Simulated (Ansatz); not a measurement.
# Band-structure calculation of AlN

AlN (F-43m, 2 atoms in the cell), computed with DFT, r2SCAN, PAW with Ansatz's default frozen-core files, scalar-relativistic, no spin polarisation (Ansatz 0.2.0).

It belongs to a series of runs on one base structure; here: volume scaled by 1, PAW files. Figures and captions count atoms from 1; the log counts them from 0 in places.

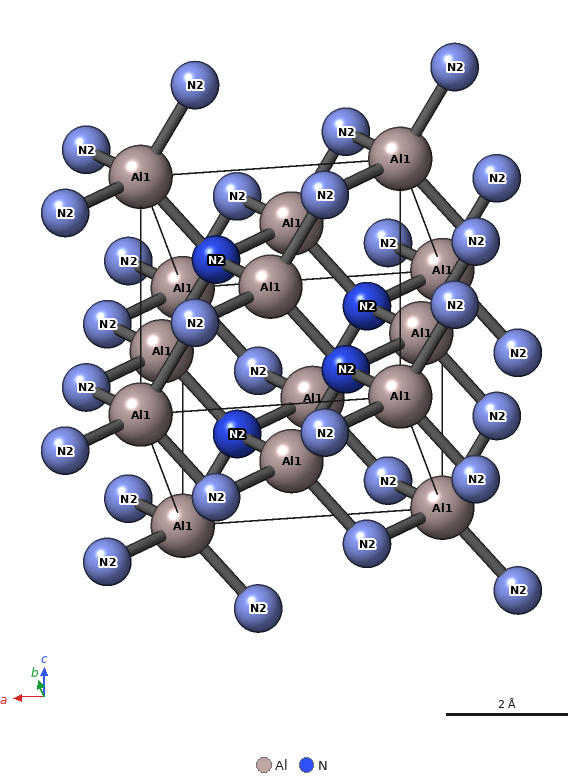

Fig. 1: The structure (ball-and-stick view of the cell 4 times as large as that of the calculation, set on its symmetry axes, seen at an oblique angle; neighbours outside the cell are drawn fainter; atoms are numbered from 1 in the order of the input). An atom can appear more than once, as a periodic image.

Summary:

```json
{"quantity": "outcome", "value": "converged"}
{"quantity": "space group (tolerance 0.01 Å)", "value": "F-43m (216)"}
{"quantity": "electrons treated", "value": "8"}
{"quantity": "free energy", "value": "−928.4372 eV"}
{"quantity": "Fermi energy", "value": "8.791 eV"}
{"quantity": "gap on the k-point mesh", "value": "4.01 eV"}
{"quantity": "pressure", "value": "0.00 GPa"}
{"quantity": "largest force (length of the vector)", "value": "under 0.001 eV/Å"}
{"quantity": "hardware", "value": "1 thread of Arm Neoverse V1, 24 GiB of memory available, shared host"}
{"quantity": "wall time", "value": "7.5 s"}
{"quantity": "peak memory", "value": "0.36 GiB"}
```

Input file:
```yaml
crystal:
  lattice:
    - [0.0, 2.1848810405, 2.1848810405]
    - [2.1848810405, 0.0, 2.1848810405]
    - [2.1848810405, 2.1848810405, 0.0]
  atoms:
    - { symbol: Al, position: [0.0, 0.0, 0.0] }
    - { symbol: "N", position: [0.25, 0.25, 0.25] }
kpoints:
  mp_grid: { grid: [15, 15, 15] }
  band_path:
    path:
      - [0.0, 0.0, 0.0]
      - [-0.5, -0.5, 0.0]
      - [-0.375, -0.375, 0.25]
      - [-0.375, 0.0, 0.375]
      - [0.0, 0.0, 0.0]
      - [0.0, 0.0, 0.5]
      - [-0.5, -0.25, 0.25]
      - [-0.5, -0.5, 0.0]
    npoints: 8
scf:
  occupations: { method: fermi_dirac, width: 0.08 }
hamiltonian:
  xc: r2scan
  pseudopotentials: { kind: paw }
output:
  forces: true
  stress: true
  eigenvalues: true
  populations: true
  dos: { projected: true, de: 0.2, e_range: [-14, 8] }
  write_density: true
  write_potential: true
  elf: true
  volumetric_format: npy
```

Run as:
```bash
ansatz run input.yaml --threads 1 --pin off --max-ram 2048MiB --backend cpu --events-out ev --progress --plain --runs-dir out
```

Output:
```
Engine: ansatz 0.2.0, aarch64-unknown-linux-gnu
Pseudopotentials: kind: paw
Pseudopotential: Al, paw, valence charge 3, recommended cutoff 500 eV (meta_gga), Al.paw.azcp
Pseudopotential: N, paw, valence charge 5, recommended cutoff 500 eV (meta_gga), N.paw.azcp
Functional definition: r2SCAN
  parameter k0 = 0.174
  parameter k1 = 0.065
  parameter a1 = 4.9479
  exchange = r2scan_x(k0 = k0, k1 = k1, a1 = a1)
  correlation = r2scan_c
Crystal: 2 atoms, lattice volume = 20.860 Å³
Basis set: ecut = 500 eV, 531 PW (Γ), exchange–correlation on 96×96×96 points (64 copies of the dense FFT grid, shifted against one another)
Bands: 8, of which v1, the nominal top of the filled ones, is band 4 counted from 1 (3 counted from 0)
Symmetry: 24 space group operations
Space group: F-43m (ITA 216), of the structure as read, at distance tolerance 2.8e-5 Å
k-points: 120 of 3375 (time reversal used)
Non-local potential: Al, projectors of the file, l = 0: 2, l = 1: 2, l = 2: 1
Non-local potential: N, projectors of the file, l = 0: 2, l = 1: 2, l = 2: 1
PAW form: soft (Blöchl's): semilocal exchange-correlation on the pseudo side does not see the compensation charge
PAW frozen core: Al, regenerated for the run's functional (the file was generated under x = pbe(κ = 0.804, μ = 0.2195149727645171), c = pbe(β = 0.06672455060314922))
PAW frozen core: N, regenerated for the run's functional (the file was generated under x = pbe(κ = 0.804, μ = 0.2195149727645171), c = pbe(β = 0.06672455060314922))
PAW one-centre angular grid: Al, 302 points (default); XC on 160 Gauss nodes
PAW one-centre angular grid: N, 302 points (default); XC on 160 Gauss nodes
Initial density: superposition of atomic densities (neutral atoms: chi_scale 0, normalization atom), corrected by the library's trained network
Initial wavefunctions: pseudopotential atomic-orbital guess
Functional: x = r2scan, c = r2scan; τ floored in thin density (d = 2e-4 eV/Å³)
SCF iter   1: F=—  HF=-928.366879 eV  |F-HF|=—  |Δ(HF+E_count)|=         —  Δρ=6.94e-3  dr2=1.09e-2  dr2_τ=1.56e-1  ethr=1.77e-3  ⟨swp⟩=4.7  Hψ=7064  notcnv=0
preconditioner: auto → none  [insulator: Δε(μ)=4.040 eV  Ē_g=16.560 eV  σ=0.080 eV  W_gap=1.00  n_scr=0 (ndim 8)  ℏωp=23.0 eV  f_vac=0.000  D(μ)=0.00/eV (n_scr^D=0)  ε∞_Penn≈2.9]
SCF iter   2: F=—  HF=-928.437428 eV  |F-HF|=—  |Δ(HF+E_count)|=   7.05e-2  Δρ=4.60e-3  dr2=1.93e-3  dr2_τ=2.05e-4  ethr=1.36e-4  ⟨swp⟩=2.1  Hψ=2887  notcnv=0
SCF iter   3: F=—  HF=-928.437229 eV  |F-HF|=—  |Δ(HF+E_count)|=   1.99e-4  Δρ=1.06e-3  dr2=1.56e-4  dr2_τ=3.66e-5  ethr=2.41e-5  ⟨swp⟩=1.0  Hψ=960  notcnv=0
SCF iter   4: F=—  HF=-928.437205 eV  |F-HF|=—  |Δ(HF+E_count)|=   2.39e-5  Δρ=2.16e-4  dr2=1.06e-5  dr2_τ=5.79e-7  ethr=1.95e-6  ⟨swp⟩=2.2  Hψ=1453  notcnv=0
SCF iter   5: F=—  HF=-928.437203 eV  |F-HF|=—  |Δ(HF+E_count)|=   2.21e-6  Δρ=4.53e-5  dr2=4.91e-7  dr2_τ=4.04e-8  ethr=1.32e-7  ⟨swp⟩=2.6  Hψ=1402  notcnv=0
SCF iter   6: F=-928.437203 eV  HF=-928.437203 eV  |F-HF|=2.49e-8  |Δ(HF+E_count)|=   2.65e-8  Δρ=1.56e-5  dr2=5.93e-8  dr2_τ=1.04e-9  ethr=1.25e-9  ⟨swp⟩=9.0  Hψ=6702  notcnv=0
SCF 1 converged in 6 iterations: F = -928.437203 eV  dr2 = 5.93e-8
  greatest PAW one-centre occupation: 0.794 electrons in one spin orbital (limit 2), on the N atom at site 1 (counted from 0), in its partial waves of l = 0
```

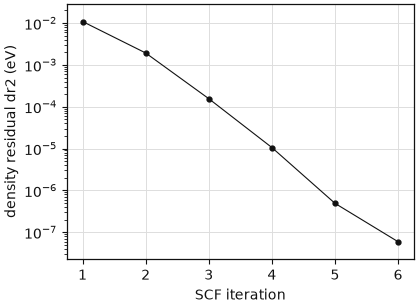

Fig. 2: Convergence of the self-consistent field: density residual dr2 against the SCF iteration. The residual falls at every step.

```
NSCF: frozen V_eff on 57 k-points
SCF converged after 6 iterations
Free energy (F): -928.437203 eV
Harris-Foulkes:  -928.437203 eV  (|F-HF|=2.49e-8)
Internal energy: -928.437203 eV  (E = F + TS)
E sigma→0 (E₀):  -928.437203 eV
Fermi energy:    8.790626 eV
--- Per-component energies (eV) ---
  E_band       = 11.404505
  E_kinetic    = 160.460770
  E_local      = -223.562127  (includes V_loc(G=0)·N_el)
  E_nonlocal   = 54.311972
  E_hartree    = 78.218438
  E_xc         = -98.826460
  E_vxc        = -119.110944  (∫ρ·V_xc dr)
  E_paw        = -602.467064  (= ΣΔE_a)
  E_vpaw       = -23.520939  (= ΣTr[D̂ρ^β])
  E_aug_tail   = 0.000016  (compensation charges beyond the density's cutoff)
  E_vtau       = 6.392668  (kinetic-family band-sum trace: ∫τ·v_τ [+ j·A + Jᵃ·Aᵃ] dr)
  E_ewald      = -296.483077
  E_core_change = -0.089673  (= ΣΔE_core)
  E_smearing   = -0.000000  (= −TS)
  E_closure    = 0.000000  (closes the sum)
  Σ components = -928.437203   (vs F -928.437203, Δ=0.00e0)
--- Forces (eV/Å), atoms counted from 1 ---
  atom   1  Al     0.00000000    -0.00000000    -0.00000000
  atom   2  N     -0.00000000     0.00000000    -0.00000000
  max |Σ_I F_I| component: 2.31e-16 eV/Å
--- Stress (GPa, compression-positive) ---
        0.002966       0.000000      -0.000000
        0.000000       0.002966       0.000000
       -0.000000       0.000000       0.002966
  P = ⅓ Tr σ = 0.0030 GPa (0.030 kbar)
--- Band table (eV; the first three rows and the last of 120) ---
  k-point 0: bands = ["-9.0461", "6.6908", "6.6908", "6.6908", "11.5328", "20.2124", "20.2124", "20.2124"]
  k-point 1: bands = ["-8.9807", "6.3049", "6.6670", "6.6670", "11.8573", "20.0325", "20.2852", "20.2852"]
  k-point 2: bands = ["-8.7891", "5.3864", "6.6012", "6.6012", "12.5839", "19.5835", "20.3950", "20.3950"]
  k-point 119: bands = ["-6.3834", "2.8370", "3.1433", "4.2103", "13.3947", "18.7223", "19.7150", "20.1594"]
--- Löwdin populations: 2 sites ---
  site symbol       q [e]
     0     Al      1.8731
     1      N      6.0601
  spilling = 0.008352 (of n_electrons = 8.000000)
```

File dos.tsv:
```
# E-E_F[eV]	g_bin_mean(E)[states/eV]	N(E)
# format = ansatz-dos/2
# fermi_ev = 8.790626
# fermi_mp_grid = 15 15 15
# fermi_mp_shift = 0 0 0
# g_bin_mean(E): the states in a bin one row spacing wide, centred on E, divided by that spacing. States that the method places at a single energy (under output.dos.method: tetrahedron, those of a tetrahedron whose four corners have one energy) are counted whole in the row whose bin holds that energy (on the edge of two bins, in the lower row). The sum of g_bin_mean over a run of rows, times the row spacing, is the number of states from half a spacing under the first of them to half a spacing over the last (a plain sum, not the trapezoid rule).
-14.000000	0.000000e0	2.000000e0
-13.800000	0.000000e0	2.000000e0
-13.600000	0.000000e0	2.000000e0
-13.400000	0.000000e0	2.000000e0
-13.200000	0.000000e0	2.000000e0
-13.000000	0.000000e0	2.000000e0
-12.800000	0.000000e0	2.000000e0
-12.600000	0.000000e0	2.000000e0
-12.400000	0.000000e0	2.000000e0
-12.200000	0.000000e0	2.000000e0
-12.000000	0.000000e0	2.000000e0
-11.800000	0.000000e0	2.000000e0
-11.600000	0.000000e0	2.000000e0
-11.400000	0.000000e0	2.000000e0
-11.200000	0.000000e0	2.000000e0
-11.000000	0.000000e0	2.000000e0
-10.800000	0.000000e0	2.000000e0
-10.600000	0.000000e0	2.000000e0
-10.400000	0.000000e0	2.000000e0
-10.200000	0.000000e0	2.000000e0
-10.000000	0.000000e0	2.000000e0
-9.800000	0.000000e0	2.000000e0
-9.600000	0.000000e0	2.000000e0
-9.400000	0.000000e0	2.000000e0
-9.200000	0.000000e0	2.000000e0
-9.000000	0.000000e0	2.000000e0
-8.800000	0.000000e0	2.000000e0
-8.600000	0.000000e0	2.000000e0
-8.400000	0.000000e0	2.000000e0
-8.200000	0.000000e0	2.000000e0
-8.000000	2.093926e-2	2.000000e0
-7.800000	1.969695e-1	2.019008e0
-7.600000	3.234869e-1	2.073163e0
-7.400000	4.406578e-1	2.149573e0
-7.200000	5.587447e-1	2.249000e0
-7.000000	7.817792e-1	2.374308e0
-6.800000	1.356922e0	2.582273e0
-6.600000	2.197712e0	2.965581e0
-6.400000	1.225926e0	3.318354e0
-6.200000	6.435112e-1	3.493533e0
-6.000000	3.955084e-1	3.594055e0
-5.800000	3.299193e-1	3.658172e0
-5.600000	5.726581e-1	3.743813e0
-5.400000	6.794577e-1	3.877428e0
-5.200000	7.194182e-1	4.014760e0
-5.000000	7.559108e-1	4.164387e0
-4.800000	7.590752e-1	4.315504e0
-4.600000	8.533732e-1	4.470290e0
-4.400000	9.642600e-1	4.656188e0
-4.200000	1.080421e0	4.858244e0
-4.000000	1.387166e0	5.102256e0
-3.800000	1.616189e0	5.412495e0
-3.600000	1.652791e0	5.735430e0
-3.400000	1.649950e0	6.067783e0
-3.200000	1.723571e0	6.404052e0
-3.000000	1.768152e0	6.751908e0
-2.800000	1.869371e0	7.113019e0
-2.600000	1.713320e0	7.496411e0
-2.400000	1.109878e0	7.768570e0
-2.200000	6.529619e-1	7.956406e0
-2.000000	2.724239e-9	8.000000e0
-1.800000	0.000000e0	8.000000e0
-1.600000	0.000000e0	8.000000e0
-1.400000	0.000000e0	8.000000e0
-1.200000	0.000000e0	8.000000e0
-1.000000	0.000000e0	8.000000e0
-0.800000	0.000000e0	8.000000e0
-0.600000	0.000000e0	8.000000e0
-0.400000	0.000000e0	8.000000e0
-0.200000	0.000000e0	8.000000e0
0.000000	0.000000e0	8.000000e0
0.200000	0.000000e0	8.000000e0
0.400000	0.000000e0	8.000000e0
0.600000	0.000000e0	8.000000e0
0.800000	0.000000e0	8.000000e0
1.000000	0.000000e0	8.000000e0
1.200000	0.000000e0	8.000000e0
1.400000	0.000000e0	8.000000e0
1.600000	0.000000e0	8.000000e0
1.800000	0.000000e0	8.000000e0
2.000000	2.444350e-2	8.001353e0
2.200000	6.171125e-2	8.010238e0
2.400000	8.411883e-2	8.025109e0
2.600000	1.075328e-1	8.044197e0
2.800000	1.337599e-1	8.068193e0
3.000000	1.673711e-1	8.098120e0
3.200000	1.996599e-1	8.134944e0
3.400000	2.353302e-1	8.178284e0
3.600000	2.754264e-1	8.229284e0
3.800000	3.191571e-1	8.288631e0
4.000000	3.696745e-1	8.357251e0
4.200000	4.333813e-1	8.437202e0
4.400000	5.222112e-1	8.531662e0
4.600000	6.702510e-1	8.649979e0
4.800000	7.676952e-1	8.797919e0
5.000000	7.498104e-1	8.950295e0
5.200000	6.958476e-1	9.094532e0
5.400000	6.990130e-1	9.233619e0
5.600000	6.845693e-1	9.372807e0
5.800000	6.627139e-1	9.507049e0
6.000000	6.564281e-1	9.637589e0
6.200000	7.079520e-1	9.775087e0
6.400000	5.933954e-1	9.910419e0
6.600000	1.772303e-1	9.993835e0
6.800000	1.315931e-3	1.000000e1
7.000000	0.000000e0	1.000000e1
7.200000	3.169245e-5	1.000000e1
7.400000	1.496118e-1	1.000431e1
7.600000	3.939768e-1	1.006504e1
7.800000	5.571405e-1	1.015951e1
8.000000	7.265606e-1	1.028852e1
```

File populations.tsv:
```
# site	symbol	l	j	q
# orbitals = lowdin
# n_electrons = 8.000000
# spilling = 0.008352
0	Al	0_3S	-	0.540353
0	Al	1_3P	-	1.332764
1	N	0_2S	-	1.402413
1	N	1_2P	-	4.657657
```

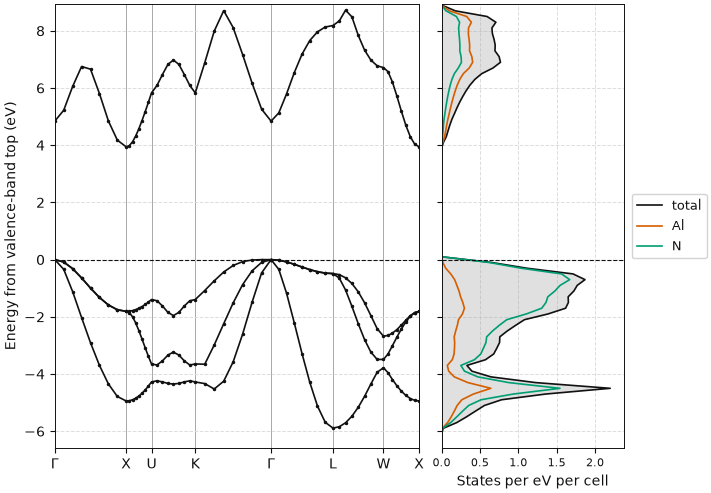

Fig. 3: Band structure along Γ–X–U–K–Γ–L–W–X and density of states (projected on Löwdin-orthogonalised atomic shells), with energies from the valence-band top. There is a gap of 3.94 eV on this path, indirect, from Γ to X.

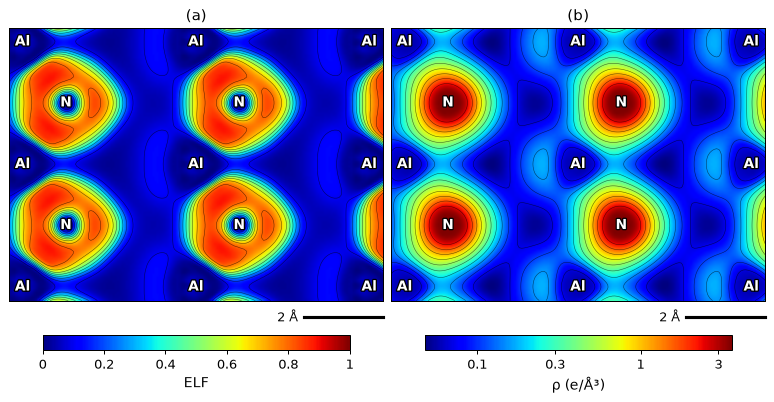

Fig. 4: (a) ELF; (b) valence charge density (pseudo) on the (101) plane of the conventional cell. The section cuts through Al and N sites. Al–N (1.89 Å): ρ is about 0.69 e/Å³ halfway; the ELF is about 0.85 at the midpoint. Away from the nuclei the density in this plane falls to 0.05 e/Å³ at its lowest. In a PAW calculation such maps are meaningful between the atoms, not at the nuclei.

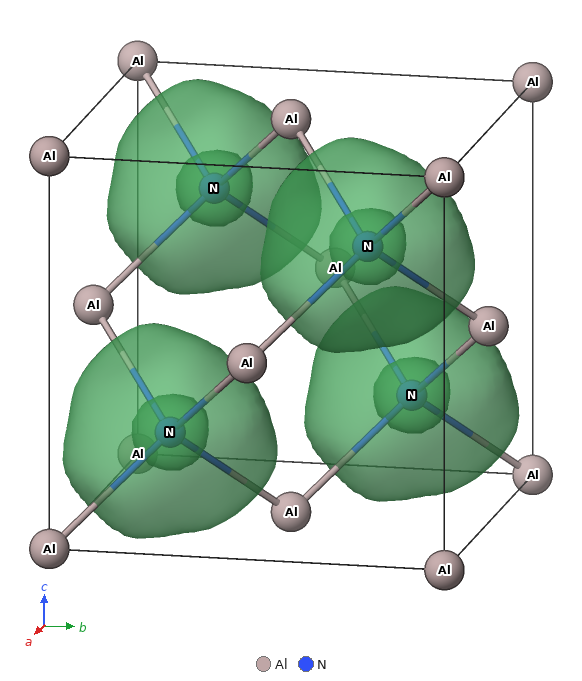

Fig. 5: Isosurface of the electron localisation function at 0.65 (green), seen slightly off an axis. Only the valence region is drawn (cores and ρ < 0.01 e/Å³ removed). Sticks mark near contacts. The outline is the cell set on symmetry axes. Along the contacts the grid gives the following. Al–N (1.89 Å): the ELF peaks at about 0.90 between the atoms, which marks a polar covalent bond.
